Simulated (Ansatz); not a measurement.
# MoS₂: a changed input and its effect

System: MoS₂ (P6₃/mmc, 6 atoms in the cell).
Method of the first run: DFT, r2SCAN, plane waves, PAW, no spin polarisation (Ansatz 0.2.0).

The structure was built on a prototype by a generator. The geometry comes from this level: r2scan-rvv10 (a point of a series of strains). Text and figures count atoms from 1; the logs count them from 0 in places.

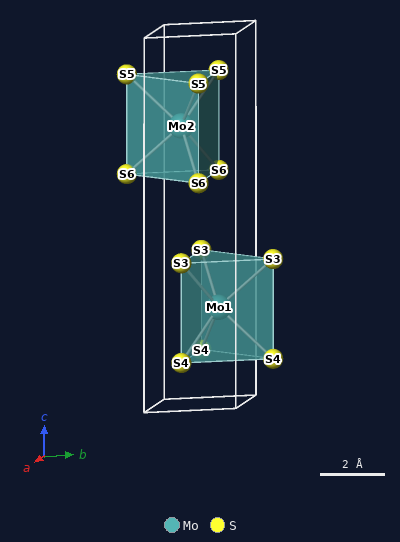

Fig. 1: The structure (polyhedral view of the cell of the calculation, seen slightly off an axis; polyhedra are completed across the faces of the cell; atoms are numbered from 1 in the order of the input).

Input, the first run:
```yaml
crystal:
  lattice:
    - [3.0460991321, 0.0, 0.0]
    - [-1.5230495661, 2.6379992309, 0.0]
    - [0.0, 0.0, 11.9384601209]
  atoms:
    - { symbol: Mo, position: [0.3333333333, 0.6666666667, 0.25] }
    - { symbol: Mo, position: [0.6666666667, 0.3333333333, 0.75] }
    - { symbol: S, position: [0.6666666667, 0.3333333333, 0.3831236221] }
    - { symbol: S, position: [0.6666666667, 0.3333333333, 0.1168763779] }
    - { symbol: S, position: [0.3333333333, 0.6666666667, 0.8831236221] }
    - { symbol: S, position: [0.3333333333, 0.6666666667, 0.6168763779] }
kpoints:
  mp_grid: { grid: [12, 12, 2] }
  band_path:
    path:
      - [0.0, 0.0, 0.0]
      - [0.5, 0.0, 0.0]
      - [0.3333333333, 0.3333333333, 0.0]
      - [0.0, 0.0, 0.5]
      - [0.5, 0.0, 0.5]
      - [0.3333333333, 0.3333333333, 0.5]
      - [0.179688, 0.182292, 0.0]
    npoints: 1
hamiltonian:
  xc: r2scan
scf:
  occupations: { method: fixed }
  n_extra_bands: 5
output:
  forces: true
  stress: true
  eigenvalues: true
```

Command:
```bash
ansatz run input.yaml --threads 2 --pin off --max-ram 20275MiB --backend cpu --events-out ev --progress --plain --runs-dir out
```

Hardware: 2 threads of AMD EPYC (Zen 3), 144 GiB of memory available, shared host.

Output, shortened to warnings, some set-up lines, iterations and results (the first run):
```
Basis set: ecut = 500 eV, 2503 PW (Γ), exchange–correlation on 96×96×360 points (64 copies of the dense FFT grid, shifted against one another)
Symmetry: 24 space group operations
k-points: 38 of 288
Initial density: superposition of atomic densities (neutral atoms: chi_scale 0, normalization atom), corrected by the library's trained network
[...]
SCF iter   1: F=—  HF=-13563.653292 eV  |F-HF|=—  |Δ(HF+E_count)|=         —  Δρ=1.15e-2  dr2=1.65e-1  dr2_τ=1.13e-1  ethr=1.77e-3  ⟨swp⟩=5.5  Hψ=4803  notcnv=0  defer=71
SCF iter   2: F=—  HF=-13563.755929 eV  |F-HF|=—  |Δ(HF+E_count)|=   1.03e-1  Δρ=5.70e-3  dr2=1.06e-2  dr2_τ=5.26e-3  ethr=3.18e-4  ⟨swp⟩=2.6  Hψ=2157  notcnv=0  defer=98
SCF iter   3: F=—  HF=-13563.762943 eV  |F-HF|=—  |Δ(HF+E_count)|=   7.01e-3  Δρ=3.30e-3  dr2=4.30e-3  dr2_τ=2.99e-4  ethr=2.03e-5  ⟨swp⟩=2.1  Hψ=1782  notcnv=0  defer=111
SCF iter   4: F=—  HF=-13563.767002 eV  |F-HF|=—  |Δ(HF+E_count)|=   4.06e-3  Δρ=2.70e-4  dr2=5.62e-5  dr2_τ=1.19e-5  ethr=8.27e-6  ⟨swp⟩=3.5  Hψ=2236  notcnv=0  defer=111
SCF iter   5: F=—  HF=-13563.767031 eV  |F-HF|=—  |Δ(HF+E_count)|=   2.95e-5  Δρ=7.98e-5  dr2=8.48e-6  dr2_τ=5.70e-7  ethr=1.08e-7  ⟨swp⟩=2.2  Hψ=1932  notcnv=0  defer=107
SCF iter   6: F=—  HF=-13563.767036 eV  |F-HF|=—  |Δ(HF+E_count)|=   4.93e-6  Δρ=1.57e-5  dr2=2.85e-7  dr2_τ=8.40e-9  ethr=1.63e-8  ⟨swp⟩=2.0  Hψ=1815  notcnv=0  defer=107
SCF iter   7: F=-13563.767036 eV  HF=-13563.767036 eV  |F-HF|=4.98e-9  |Δ(HF+E_count)|=   2.08e-7  Δρ=2.91e-6  dr2=6.22e-9  dr2_τ=4.03e-10  ethr=1.92e-10  ⟨swp⟩=10.6  Hψ=6244 …
SCF 1 converged in 7 iterations: F = -13563.767036 eV  dr2 = 6.22e-9
NSCF: frozen V_eff on 7 k-points
SCF converged after 7 iterations
Free energy (F): -13563.767036 eV
Harris-Foulkes:  -13563.767036 eV  (|F-HF|=4.98e-9)
Internal energy: -13563.767036 eV  (E = F + TS)
E sigma→0 (E₀):  -13563.767036 eV
Fermi energy:    12.590325 eV
--- Per-component energies (eV) ---
  E_band       = -258.583998
  E_kinetic    = 1321.835477
  E_local      = -3571.071601  (includes V_loc(G=0)·N_el)
  E_nonlocal   = 397.930759
  E_hartree    = 1374.468624
  E_xc         = -729.883612
  E_vxc        = -898.577014  (∫ρ·V_xc dr)
  E_paw        = -8872.416989  (= ΣΔE_a)
  E_vpaw       = -309.243766  (= ΣTr[D̂ρ^β])
  E_aug_tail   = 0.000012  (compensation charges beyond the density's cutoff)
  E_vtau       = 51.603391  (kinetic-family band-sum trace: ∫τ·v_τ [+ j·A + Jᵃ·Aᵃ] dr)
  E_ewald      = -3483.748232
  E_core_change = -0.881474  (= ΣΔE_core)
  E_smearing   = -0.000000  (= −TS)
  E_closure    = -0.000000  (closes the sum)
  Σ components = -13563.767036   (vs F -13563.767036, Δ=0.00e0)
--- Forces (eV/Å), atoms counted from 1 ---
  atom   1  Mo    -0.00000000    -0.00000000     0.00000000
  atom   2  Mo     0.00000000     0.00000000     0.00000000
  atom   3  S     -0.00000000    -0.00000000    -0.05795941
  atom   4  S     -0.00000000    -0.00000000     0.05795941
  atom   5  S      0.00000000     0.00000000    -0.05795941
  atom   6  S      0.00000000     0.00000000     0.05795941
  max |Σ_I F_I| component: 1.50e-17 eV/Å
--- Stress (GPa, compression-positive) ---
       16.632117       0.000000       0.000000
       -0.000000      16.632117       0.000000
        0.000000       0.000000       6.310763
  P = ⅓ Tr σ = 13.1917 GPa (131.917 kbar)
```

The input of the second run differs as follows (lines with − go, lines with + come):
```diff
-    - [3.0460991321, 0.0, 0.0]
-    - [-1.5230495661, 2.6379992309, 0.0]
-    - [0.0, 0.0, 11.9384601209]
+    - [3.2047501286, 0.0, 0.0]
+    - [-1.6023750643, 2.7753950241, 0.0]
+    - [0.0, 0.0, 12.5602549188]
-    - { symbol: S, position: [0.6666666667, 0.3333333333, 0.3831236221] }
-    - { symbol: S, position: [0.6666666667, 0.3333333333, 0.1168763779] }
-    - { symbol: S, position: [0.3333333333, 0.6666666667, 0.8831236221] }
-    - { symbol: S, position: [0.3333333333, 0.6666666667, 0.6168763779] }
+    - { symbol: S, position: [0.6666666667, 0.3333333333, 0.3731514361] }
+    - { symbol: S, position: [0.6666666667, 0.3333333333, 0.1268485639] }
+    - { symbol: S, position: [0.3333333333, 0.6666666667, 0.8731514361] }
+    - { symbol: S, position: [0.3333333333, 0.6666666667, 0.6268485639] }
-      - [0.179688, 0.182292, 0.0]
```

Predict how the results change.

With the same functional and potentials, the second run lies 90.1 meV per atom lower. The gap on the mesh goes from 0.84 to 0.92 eV. The pressure goes from 13.19 to −0.98 GPa. The volume per atom goes from 15.99 to 18.62 Å³. The number of SCF iterations is the same. The plane waves at Γ go from 2503 to 2835.

Output, shortened to warnings, some set-up lines, iterations and results (the second run):
```
Basis set: ecut = 500 eV, 2835 PW (Γ), exchange–correlation on 96×96×384 points (64 copies of the dense FFT grid, shifted against one another)
Symmetry: 24 space group operations
k-points: 38 of 288
Initial density: superposition of atomic densities (neutral atoms: chi_scale 0, normalization atom), corrected by the library's trained network
[...]
SCF iter   1: F=—  HF=-13564.225827 eV  |F-HF|=—  |Δ(HF+E_count)|=         —  Δρ=1.01e-2  dr2=1.43e-1  dr2_τ=1.01e-1  ethr=1.77e-3  ⟨swp⟩=5.8  Hψ=4898  notcnv=0  defer=81
SCF iter   2: F=—  HF=-13564.300942 eV  |F-HF|=—  |Δ(HF+E_count)|=   7.51e-2  Δρ=5.01e-3  dr2=1.17e-2  dr2_τ=4.94e-3  ethr=2.76e-4  ⟨swp⟩=2.4  Hψ=2178  notcnv=0  defer=106
SCF iter   3: F=—  HF=-13564.305027 eV  |F-HF|=—  |Δ(HF+E_count)|=   4.09e-3  Δρ=2.84e-3  dr2=4.82e-3  dr2_τ=3.13e-4  ethr=2.25e-5  ⟨swp⟩=2.0  Hψ=1702  notcnv=0  defer=112
SCF iter   4: F=—  HF=-13564.307722 eV  |F-HF|=—  |Δ(HF+E_count)|=   2.69e-3  Δρ=2.73e-4  dr2=1.16e-4  dr2_τ=8.83e-6  ethr=9.28e-6  ⟨swp⟩=3.5  Hψ=2125  notcnv=0  defer=112
SCF iter   5: F=—  HF=-13564.307746 eV  |F-HF|=—  |Δ(HF+E_count)|=   2.43e-5  Δρ=9.12e-5  dr2=2.72e-5  dr2_τ=1.16e-6  ethr=2.24e-7  ⟨swp⟩=2.1  Hψ=1753  notcnv=0  defer=110
SCF iter   6: F=—  HF=-13564.307751 eV  |F-HF|=—  |Δ(HF+E_count)|=   4.44e-6  Δρ=2.15e-5  dr2=6.79e-7  dr2_τ=3.18e-8  ethr=5.22e-8  ⟨swp⟩=2.0  Hψ=1632  notcnv=0  defer=38
SCF iter   7: F=-13564.307751 eV  HF=-13564.307751 eV  |F-HF|=3.09e-9  |Δ(HF+E_count)|=   2.97e-7  Δρ=4.08e-6  dr2=2.44e-8  dr2_τ=1.00e-9  ethr=1.92e-10  ⟨swp⟩=11.0  Hψ=6446  …
SCF 1 converged in 7 iterations: F = -13564.307751 eV  dr2 = 2.44e-8
NSCF: frozen V_eff on 6 k-points
SCF converged after 7 iterations
Free energy (F): -13564.307751 eV
Harris-Foulkes:  -13564.307751 eV  (|F-HF|=3.09e-9)
Internal energy: -13564.307751 eV  (E = F + TS)
E sigma→0 (E₀):  -13564.307751 eV
Fermi energy:    10.159259 eV
--- Per-component energies (eV) ---
  E_band       = -384.617186
  E_kinetic    = 1307.207564
  E_local      = -4129.839255  (includes V_loc(G=0)·N_el)
  E_nonlocal   = 396.781884
  E_hartree    = 1594.331015
  E_xc         = -724.392752
  E_vxc        = -890.754891  (∫ρ·V_xc dr)
  E_paw        = -8871.533958  (= ΣΔE_a)
  E_vpaw       = -308.120725  (= ΣTr[D̂ρ^β])
  E_aug_tail   = 0.000013  (compensation charges beyond the density's cutoff)
  E_vtau       = 51.451022  (kinetic-family band-sum trace: ∫τ·v_τ [+ j·A + Jᵃ·Aᵃ] dr)
  E_ewald      = -3135.980789
  E_core_change = -0.881474  (= ΣΔE_core)
  E_smearing   = -0.000000  (= −TS)
  E_closure    = 0.000000  (closes the sum)
  Σ components = -13564.307751   (vs F -13564.307751, Δ=0.00e0)
--- Forces (eV/Å), atoms counted from 1 ---
  atom   1  Mo     0.00000000    -0.00000000     0.00000000
  atom   2  Mo     0.00000000     0.00000000     0.00000000
  atom   3  S      0.00000000    -0.00000000    -0.04959208
  atom   4  S      0.00000000    -0.00000000     0.04959208
  atom   5  S      0.00000000     0.00000000    -0.04959208
  atom   6  S      0.00000000     0.00000000     0.04959208
  max |Σ_I F_I| component: 1.62e-17 eV/Å
--- Stress (GPa, compression-positive) ---
       -1.702653       0.000000       0.000000
        0.000000      -1.702653       0.000000
        0.000000       0.000000       0.455971
  P = ⅓ Tr σ = -0.9831 GPa (-9.831 kbar)
```

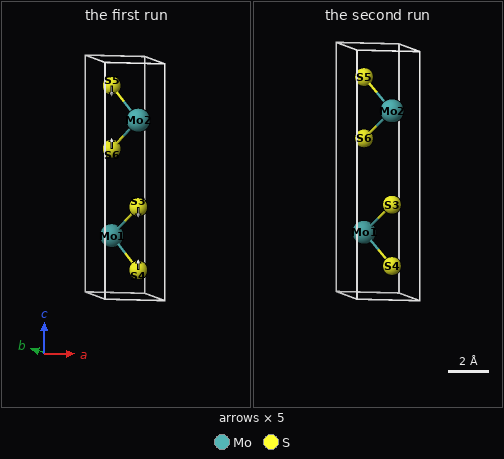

Fig. 2: The two input geometries at one scale (ball-and-stick view of the cell of the calculation, seen slightly off an axis). The white arrows on the first give the shifts of the atoms relative to the cell, with their mean removed, magnified 5 times. The largest moves relative to the cell, 0.13 Å, are those of S3, S4, S5 and S6. Mo stays in place. (The mean shift of all atoms is removed.) The volume changes by +16.5 %, with a = b 3.046 → 3.205 Å (+5.2 %), c 11.938 → 12.560 Å (+5.2 %). Among the contacts that change: Mo1–S3 2.370 → 2.412 Å.

The two runs side by side:

| quantity | the first run | the second run |
| --- | --- | --- |
| outcome | converged | converged |
| free energy per atom (eV) | −2260.6278 | −2260.7180 |
| gap on the mesh (eV) | 0.84 | 0.92 |
| pressure (GPa) | 13.19 | −0.98 |
| volume per atom (Å³) | 15.99 | 18.62 |
| largest force (eV/Å) | 0.058 | 0.050 |
| SCF iterations | 7 | 7 |
| irreducible k-points | 38 | 38 |
| plane waves at Γ | 2503 | 2835 |
| wall time (shared host) | 5.4 s | 6.5 s |
